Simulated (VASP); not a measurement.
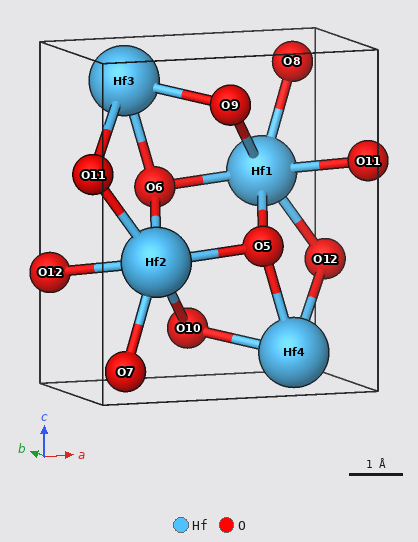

*The starting structure (ball-and-stick view of the cell of the calculation, seen slightly off an axis; atoms are numbered from 1 in the order of the input).*

**Geometry relaxation of HfO2 (part 1 of 4)**

The run: geometry relaxation of HfO2 (12 atoms in the cell). Method and program: Kohn-Sham DFT of a periodic cell, revPBE, VASP PAW PBE potentials, recommended, no spin polarisation (VASP 6.6.1).

The structure derives from a Materials Project entry.

OSZICAR
```
N       E                     dE             d eps       ncg     rms          rms(c)
DAV:   1     0.626581450368E+03    0.62658E+03   -0.55984E+04  4680   0.193E+03
DAV:   2    -0.101063712864E+03   -0.72765E+03   -0.71171E+03  5952   0.462E+02
DAV:   3    -0.136778676334E+03   -0.35715E+02   -0.35627E+02  5484   0.926E+01
DAV:   4    -0.137211059695E+03   -0.43238E+00   -0.43172E+00  5728   0.111E+01
DAV:   5    -0.137217402044E+03   -0.63423E-02   -0.63381E-02  5592   0.120E+00    0.951E+01
RMM:   6    -0.114637674627E+03    0.22580E+02   -0.99136E+01  4680   0.355E+01    0.753E+01
RMM:   7    -0.115946127457E+03   -0.13085E+01   -0.25985E+01  5003   0.152E+01    0.493E+01
RMM:   8    -0.115842804420E+03    0.10332E+00   -0.47210E+00  4680   0.965E+00    0.124E+01
RMM:   9    -0.115634158405E+03    0.20865E+00   -0.14314E+00  4680   0.472E+00    0.237E+00
RMM:  10    -0.115642751040E+03   -0.85926E-02   -0.20605E-01  5009   0.154E+00    0.254E+00
RMM:  11    -0.115627939176E+03    0.14812E-01   -0.44159E-02  4682   0.757E-01    0.643E-01
RMM:  12    -0.115636341302E+03   -0.84021E-02   -0.77951E-02  4762   0.906E-01    0.175E+00
RMM:  13    -0.115627830906E+03    0.85104E-02   -0.38323E-02  4681   0.755E-01    0.442E-01
RMM:  14    -0.115628335827E+03   -0.50492E-03   -0.53121E-03  4868   0.266E-01    0.126E-01
RMM:  15    -0.115628291843E+03    0.43984E-04   -0.45229E-04  4709   0.833E-02    0.755E-02
RMM:  16    -0.115628302188E+03   -0.10345E-04   -0.11929E-04  4707   0.394E-02    0.624E-02
RMM:  17    -0.115628298963E+03    0.32248E-05   -0.38606E-05  4764   0.173E-02    0.163E-02
RMM:  18    -0.115628299315E+03   -0.35252E-06   -0.42992E-06  4244   0.531E-03    0.159E-02
RMM:  19    -0.115628299406E+03   -0.90519E-07   -0.35190E-06  4180   0.601E-03    0.103E-02
RMM:  20    -0.115628299625E+03   -0.21901E-06   -0.70431E-07  3968   0.266E-03    0.960E-03
RMM:  21    -0.115628303788E+03   -0.41627E-05   -0.12309E-05  6983   0.106E-02    0.299E-02
RMM:  22    -0.115628300164E+03    0.36236E-05   -0.43816E-06  6213   0.709E-03    0.930E-03
RMM:  23    -0.115628298909E+03    0.12551E-05   -0.51187E-06  6269   0.694E-03    0.508E-03
RMM:  24    -0.115628299153E+03   -0.24379E-06   -0.22499E-07  2748   0.210E-03    0.114E-03
RMM:  25    -0.115628299155E+03   -0.27358E-08   -0.10943E-07  2700   0.114E-03
   1 F= -.11562830E+03 E0= -.11562830E+03  d E =-.115628E+03
       N       E                     dE             d eps       ncg     rms          rms(c)
DAV:   1    -0.115968951975E+03   -0.34065E+00   -0.96684E+00  5008   0.173E+01    0.112E+01
RMM:   2    -0.115658222446E+03    0.31073E+00   -0.13162E+00  4680   0.537E+00    0.345E+00
RMM:   3    -0.115622908058E+03    0.35314E-01   -0.16686E-01  4682   0.193E+00    0.780E-01
RMM:   4    -0.115612966738E+03    0.99413E-02   -0.36196E-02  4684   0.889E-01    0.348E-01
RMM:   5    -0.115613161794E+03   -0.19506E-03   -0.47616E-03  5063   0.323E-01    0.363E-01
RMM:   6    -0.115613201063E+03   -0.39269E-04   -0.85641E-04  5308   0.123E-01    0.338E-01
RMM:   7    -0.115613152373E+03    0.48690E-04   -0.13473E-04  4708   0.534E-02    0.288E-01
RMM:   8    -0.115613160267E+03   -0.78942E-05   -0.12765E-03  5963   0.109E-01    0.128E-01
RMM:   9    -0.115613124168E+03    0.36099E-04   -0.51351E-05  4681   0.349E-02    0.107E-01
RMM:  10    -0.115613104497E+03    0.19671E-04   -0.23780E-05  4763   0.179E-02    0.776E-02
RMM:  11    -0.115613103783E+03    0.71384E-06   -0.31487E-04  7442   0.552E-02    0.473E-02
RMM:  12    -0.115613093956E+03    0.98272E-05   -0.23991E-05  4680   0.188E-02    0.187E-02
RMM:  13    -0.115613092714E+03    0.12422E-05   -0.41100E-05  5206   0.206E-02    0.218E-02
RMM:  14    -0.115613092183E+03    0.53098E-06   -0.30207E-06  4601   0.763E-03    0.136E-02
RMM:  15    -0.115613092486E+03   -0.30351E-06   -0.22932E-06  4507   0.498E-03    0.467E-03
RMM:  16    -0.115613092524E+03   -0.38084E-07   -0.21049E-07  3022   0.180E-03
   2 F= -.11561309E+03 E0= -.11561309E+03  d E =0.152066E-01
       N       E                     dE             d eps       ncg     rms          rms(c)
DAV:   1    -0.115767508971E+03   -0.15442E+00   -0.33800E+00  4844   0.103E+01    0.645E+00
RMM:   2    -0.115658607748E+03    0.10890E+00   -0.45227E-01  4680   0.316E+00    0.199E+00
RMM:   3    -0.115646589740E+03    0.12018E-01   -0.60330E-02  4682   0.117E+00    0.449E-01
RMM:   4    -0.115643166669E+03    0.34231E-02   -0.13543E-02  4682   0.547E-01    0.233E-01
RMM:   5    -0.115643228502E+03   -0.61833E-04   -0.15887E-03  4948   0.192E-01    0.246E-01
RMM:   6    -0.115643264899E+03   -0.36396E-04   -0.36195E-04  5261   0.772E-02    0.276E-01
RMM:   7    -0.115643428753E+03   -0.16385E-03   -0.35529E-04  4812   0.780E-02    0.258E-01
RMM:   8    -0.115643328692E+03    0.10006E-03   -0.68794E-05  4682   0.380E-02    0.157E-01
RMM:   9    -0.115643305615E+03    0.23077E-04   -0.43726E-05  4684   0.228E-02    0.133E-01
RMM:  10    -0.115643306158E+03   -0.54345E-06   -0.66496E-06  4881   0.876E-03    0.130E-01
RMM:  11    -0.115643299995E+03    0.61638E-05   -0.19821E-06  4634   0.454E-03    0.127E-01
RMM:  12    -0.115643290186E+03    0.98091E-05   -0.29541E-06  4858   0.600E-03    0.118E-01
RMM:  13    -0.115643272470E+03    0.17716E-04   -0.10500E-05  6939   0.111E-02    0.101E-01
RMM:  14    -0.115643268886E+03    0.35839E-05   -0.13677E-06  4155   0.426E-03    0.989E-02
RMM:  15    -0.115643260049E+03    0.88372E-05   -0.50873E-06  6765   0.783E-03    0.857E-02
RMM:  16    -0.115643244656E+03    0.15393E-04   -0.25348E-05  8143   0.164E-02    0.522E-02
RMM:  17    -0.115643243086E+03    0.15699E-05   -0.20892E-06  5457   0.471E-03    0.479E-02
RMM:  18    -0.115643242026E+03    0.10598E-05   -0.76457E-07  4401   0.342E-03    0.413E-02
RMM:  19    -0.115643241269E+03    0.75719E-06   -0.13662E-06  4788   0.409E-03    0.315E-02
RMM:  20    -0.115643240353E+03    0.91587E-06   -0.50775E-06  6784   0.733E-03    0.146E-02
RMM:  21    -0.115643240363E+03   -0.98280E-08   -0.45541E-07  3474   0.243E-03
   3 F= -.11564324E+03 E0= -.11564324E+03  d E =-.149412E-01
       N       E                     dE             d eps       ncg     rms          rms(c)
DAV:   1    -0.115643260268E+03   -0.19914E-04   -0.65326E-04  5516   0.143E-01    0.100E-01
RMM:   2    -0.115643238343E+03    0.21925E-04   -0.10692E-04  4680   0.469E-02    0.293E-02
RMM:   3    -0.115643236979E+03    0.13632E-05   -0.13279E-05  4715   0.165E-02    0.657E-03
RMM:   4    -0.115643236428E+03    0.55118E-06   -0.22496E-06  4680   0.743E-03    0.278E-03
RMM:   5    -0.115643236604E+03   -0.17531E-06   -0.37176E-07  3574   0.281E-03    0.336E-03
RMM:   6    -0.115643236675E+03   -0.71183E-07   -0.61527E-08  2697   0.110E-03
   4 F= -.11564324E+03 E0= -.11564324E+03  d E =-.149375E-01
       N       E                     dE             d eps       ncg     rms          rms(c)
DAV:   1    -0.115643802637E+03   -0.56603E-03   -0.32207E-01  4752   0.291E+00    0.511E-01
RMM:   2    -0.115644426027E+03   -0.62339E-03   -0.97773E-03  4680   0.509E-01    0.231E-01
RMM:   3    -0.115644518844E+03   -0.92817E-04   -0.14185E-03  4846   0.191E-01    0.856E-02
RMM:   4    -0.115644529241E+03   -0.10397E-04   -0.24505E-04  5028   0.693E-02    0.722E-02
RMM:   5    -0.115644532128E+03   -0.28867E-05   -0.37468E-05  5109   0.245E-02    0.696E-02
RMM:   6    -0.115644531142E+03    0.98584E-06   -0.84297E-06  4721   0.126E-02    0.356E-02
RMM:   7    -0.115644530248E+03    0.89372E-06   -0.50580E-06  4690   0.995E-03    0.453E-02
RMM:   8    -0.115644530644E+03   -0.39548E-06   -0.97649E-07  4496   0.425E-03    0.529E-03
RMM:   9    -0.115644530660E+03   -0.16495E-07   -0.16077E-07  2794   0.166E-03
   5 F= -.11564453E+03 E0= -.11564453E+03  d E =-.129399E-02
       N       E                     dE             d eps       ncg     rms          rms(c)
DAV:   1    -0.115643850176E+03    0.68047E-03   -0.58894E-01  4680   0.393E+00    0.693E-01
RMM:   2    -0.115644994987E+03   -0.11448E-02   -0.17878E-02  4680   0.688E-01    0.314E-01
RMM:   3    -0.115645162730E+03   -0.16774E-03   -0.25956E-03  4848   0.258E-01    0.116E-01
RMM:   4    -0.115645182277E+03   -0.19547E-04   -0.44937E-04  5034   0.937E-02    0.984E-02
RMM:   5    -0.115645187758E+03   -0.54808E-05   -0.68390E-05  5105   0.331E-02    0.939E-02
RMM:   6    -0.115645186159E+03    0.15989E-05   -0.18119E-05  4692   0.183E-02    0.401E-02
RMM:   7    -0.115645185115E+03    0.10442E-05   -0.76076E-06  4707   0.124E-02    0.549E-02
RMM:   8    -0.115645185569E+03   -0.45402E-06   -0.17030E-06  4902   0.544E-03    0.631E-03
RMM:   9    -0.115645185598E+03   -0.29147E-07   -0.27925E-07  3055   0.214E-03
   6 F= -.11564519E+03 E0= -.11564519E+03  d E =-.194892E-02
       N       E                     dE             d eps       ncg     rms          rms(c)
DAV:   1    -0.115645954164E+03   -0.76860E-03   -0.49893E-01  4704   0.375E+00    0.455E-01
RMM:   2    -0.115646270636E+03   -0.31647E-03   -0.13099E-02  4680   0.611E-01    0.197E-01
RMM:   3    -0.115646196893E+03    0.73743E-04   -0.19047E-03  4774   0.225E-01    0.666E-02
RMM:   4    -0.115646194176E+03    0.27173E-05   -0.38916E-04  5113   0.785E-02    0.512E-02
RMM:   5    -0.115646196910E+03   -0.27341E-05   -0.46003E-05  5143   0.268E-02    0.479E-02
RMM:   6    -0.115646196696E+03    0.21432E-06   -0.11795E-05  4745   0.146E-02    0.223E-02
RMM:   7    -0.115646195134E+03    0.15616E-05   -0.38269E-06  4697   0.969E-03    0.183E-02
RMM:   8    -0.115646195556E+03   -0.42192E-06   -0.15364E-06  4685   0.461E-03    0.204E-03
RMM:   9    -0.115646195576E+03   -0.19718E-07   -0.20209E-07  2962   0.186E-03
   7 F= -.11564620E+03 E0= -.11564620E+03  d E =-.100998E-02
       N       E                     dE             d eps       ncg     rms          rms(c)
DAV:   1    -0.115646223285E+03   -0.27729E-04   -0.12288E+00  4680   0.589E+00    0.715E-01
RMM:   2    -0.115646986265E+03   -0.76298E-03   -0.32246E-02  4680   0.958E-01    0.309E-01
RMM:   3    -0.115646805447E+03    0.18082E-03   -0.47191E-03  4774   0.354E-01    0.104E-01
RMM:   4    -0.115646799175E+03    0.62720E-05   -0.96520E-04  5116   0.123E-01    0.807E-02
RMM:   5    -0.115646806144E+03   -0.69690E-05   -0.11323E-04  5152   0.421E-02    0.750E-02
RMM:   6    -0.115646806533E+03   -0.38963E-06   -0.30302E-05  4735   0.234E-02    0.345E-02
RMM:   7    -0.115646803664E+03    0.28696E-05   -0.96166E-06  4701   0.153E-02    0.275E-02
RMM:   8    -0.115646804325E+03   -0.66147E-06   -0.38612E-06  5084   0.726E-03    0.302E-03
RMM:   9    -0.115646804373E+03   -0.47781E-07   -0.52070E-07  3466   0.293E-03
   8 F= -.11564680E+03 E0= -.11564680E+03  d E =-.161878E-02
       N       E                     dE             d eps       ncg     rms          rms(c)
DAV:   1    -0.115647420669E+03   -0.61634E-03   -0.51632E-01  4704   0.383E+00    0.786E-01
RMM:   2    -0.115647373654E+03    0.47015E-04   -0.14328E-02  4680   0.634E-01    0.308E-01
RMM:   3    -0.115647272210E+03    0.10144E-03   -0.23361E-03  4780   0.242E-01    0.718E-02
RMM:   4    -0.115647252212E+03    0.19998E-04   -0.40305E-04  5022   0.838E-02    0.383E-02
RMM:   5    -0.115647257693E+03   -0.54814E-05   -0.64259E-05  5229   0.309E-02    0.383E-02
RMM:   6    -0.115647258650E+03   -0.95660E-06   -0.79256E-06  4958   0.124E-02    0.299E-02
RMM:   7    -0.115647262160E+03   -0.35097E-05   -0.54759E-06  4804   0.987E-03    0.209E-02
RMM:   8    -0.115647260779E+03    0.13805E-05   -0.14714E-06  4683   0.530E-03    0.420E-03
RMM:   9    -0.115647260742E+03    0.37464E-07   -0.66912E-07  3790   0.293E-03
   9 F= -.11564726E+03 E0= -.11564726E+03  d E =-.456369E-03
       N       E                     dE             d eps       ncg     rms          rms(c)
DAV:   1    -0.115647277837E+03   -0.17058E-04   -0.85618E-03  5440   0.493E-01    0.104E-01
RMM:   2    -0.115647275133E+03    0.27041E-05   -0.23160E-04  4680   0.805E-02    0.404E-02
RMM:   3    -0.115647272794E+03    0.23397E-05   -0.37315E-05  4749   0.310E-02    0.903E-03
RMM:   4    -0.115647272066E+03    0.72786E-06   -0.57140E-06  4948   0.105E-02    0.443E-03
RMM:   5    -0.115647272005E+03    0.60261E-07   -0.10691E-06  4368   0.402E-03    0.440E-03
RMM:   6    -0.115647271938E+03    0.67113E-07   -0.12365E-07  2720   0.157E-03
  10 F= -.11564727E+03 E0= -.11564727E+03  d E =-.467565E-03
       N       E                     dE             d eps       ncg     rms          rms(c)
DAV:   1    -0.115647644661E+03   -0.37266E-03   -0.16423E-01  4704   0.211E+00    0.261E-01
RMM:   2    -0.115647649511E+03   -0.48500E-05   -0.34323E-03  4680   0.303E-01    0.116E-01
RMM:   3    -0.115647572381E+03    0.77130E-04   -0.55488E-04  4817   0.112E-01    0.340E-02
RMM:   4    -0.115647568798E+03    0.35834E-05   -0.12294E-04  4966   0.440E-02    0.209E-02
RMM:   5    -0.115647570170E+03   -0.13720E-05   -0.19169E-05  5260   0.156E-02    0.193E-02
RMM:   6    -0.115647569977E+03    0.19252E-06   -0.23226E-06  4906   0.646E-03    0.104E-02
RMM:   7    -0.115647569434E+03    0.54352E-06   -0.78070E-07  4550   0.467E-03    0.613E-03
RMM:   8    -0.115647569595E+03   -0.16086E-06   -0.20443E-07  2905   0.198E-03    0.927E-04
RMM:   9    -0.115647569600E+03   -0.50732E-08   -0.51687E-08  2689   0.841E-04
  11 F= -.11564757E+03 E0= -.11564757E+03  d E =-.297661E-03
```

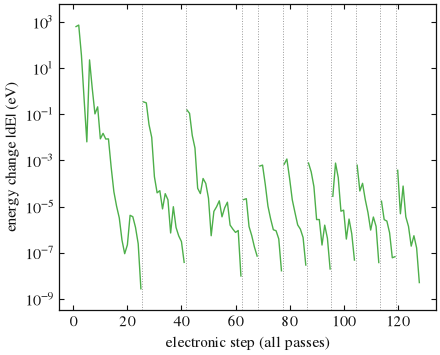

*Convergence of the self-consistent field: energy change |dE| against the electronic step. Each stretch between dotted lines is the SCF of one geometry step of a relaxation.*

The 11 ionic steps take 6 to 25 electronic steps each. The density is held fixed in the first few steps, and dE rises again when its update begins.

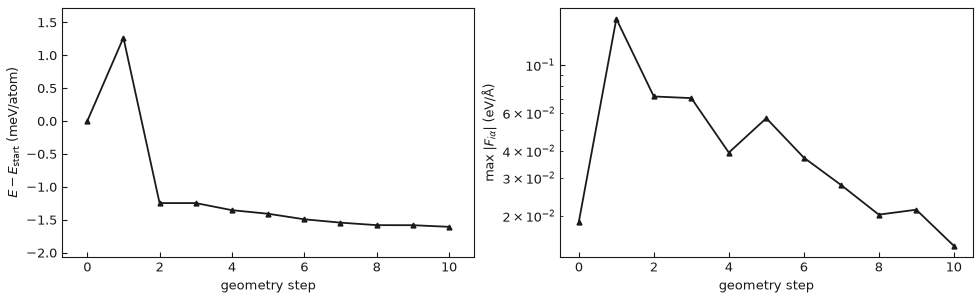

*Progress of the relaxation, step by step (steps are counted from 0).*

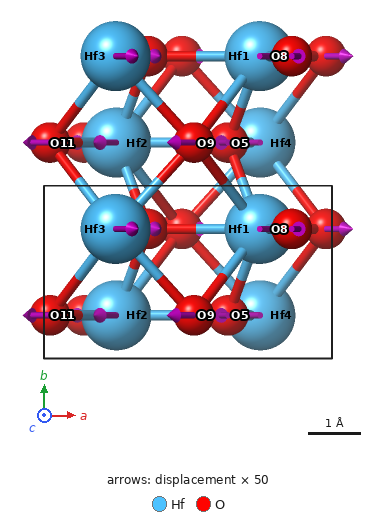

*The starting structure with the displacements (without the part carried along by the change of the cell) as pink arrows, magnified 50 times (ball-and-stick view of the cell of the calculation, repeated 1 × 2 × 1, along the c axis).*

The largest moves relative to the cell, 0.018 Å, are those of Hf1, Hf2, Hf3 and Hf4. Largest moves by element: Hf 0.018 Å, O 0.014 Å. The volume changes by +1.6 %, with a 5.556 → 5.569 Å (+0.2 %), b 3.334 → 3.360 Å (+0.8 %), c 6.505 → 6.540 Å (+0.5 %). Among the contacts that change: Hf1–O9 2.587 → 2.625 Å, Hf1–O5 2.142 → 2.156 Å, Hf1–O12 2.155 → 2.145 Å, Hf1–O6 2.166 → 2.173 Å. The space group stays Pnma (No. 62). The energy falls by 1.6 meV per atom in 10 geometry steps. Largest force component: 0.019 eV/Å at the start, 0.015 eV/Å at the end. (Atoms are counted from 1 in the order of the input.)

Parts of OUTCAR
```
PREC = Accurate
   ENCUT = 600
   EDIFF = 1E-7
   ISMEAR = -1
   LREAL = False
   LASPH = True
   NELM = 100
   ISIF = 3
   GGA = RE
   IBRION = 2
   NSW = 60
   EDIFFG = -0.02

 ion  position               nearest neighbor table
   1  0.749  0.750  0.608-   5 2.14   5 2.14   8 2.14  12 2.16   6 2.17  11 2.27  11 2.27   9 2.59
                             9 2.59   3 3.34   3 3.34   2 3.52   2 3.52   2 3.54   2 3.54   4 3.65
   2  0.251  0.250  0.392-   6 2.14   6 2.14   7 2.14  11 2.16   5 2.17  12 2.27  12 2.27  10 2.59
                            10 2.59   4 3.34   4 3.34   1 3.52   1 3.52   1 3.54   1 3.54   3 3.65
   3  0.249  0.750  0.892-   7 2.14   7 2.14   6 2.14  10 2.16   8 2.17   9 2.27   9 2.27  11 2.59
                            11 2.59   1 3.34   1 3.34   4 3.52   4 3.52   4 3.54   4 3.54   2 3.65
   4  0.751  0.250  0.108-   8 2.14   8 2.14   5 2.14   9 2.16   7 2.17  10 2.27  10 2.27  12 2.59
                            12 2.59   2 3.34   2 3.34   3 3.52   3 3.52   3 3.54   3 3.54   1 3.65
   5  0.639  0.250  0.423-   1 2.14   1 2.14   4 2.14   2 2.17
   6  0.361  0.750  0.577-   2 2.14   2 2.14   3 2.14   1 2.17
   7  0.139  0.250  0.077-   3 2.14   3 2.14   2 2.14   4 2.17
   8  0.861  0.750  0.923-   4 2.14   4 2.14   1 2.14   3 2.17
   9  0.521  0.250  0.841-   4 2.16   3 2.27   3 2.27   1 2.59   1 2.59
  10  0.479  0.750  0.159-   3 2.16   4 2.27   4 2.27   2 2.59   2 2.59
  11  0.021  0.250  0.659-   2 2.16   1 2.27   1 2.27   3 2.59   3 2.59
  12  0.979  0.750  0.341-   1 2.16   2 2.27   2 2.27   4 2.59   4 2.59

  LATTYP: Found a simple orthorhombic cell.
 ALAT       =     3.3335970000
 B/A-ratio  =     1.6667866572
 C/A-ratio  =     1.9513441487

  Lattice vectors:

 A1 = (   0.0000000000,  -3.3335970000,   0.0000000000)
 A2 = (   5.5563950000,   0.0000000000,   0.0000000000)
 A3 = (   0.0000000000,   0.0000000000,   6.5049950000)

Analysis of symmetry for initial positions (statically):
=====================================================================
 Subroutine PRICEL returns:
 Original cell was already a primitive cell.

 Routine SETGRP: Setting up the symmetry group for a
 simple orthorhombic supercell.
```
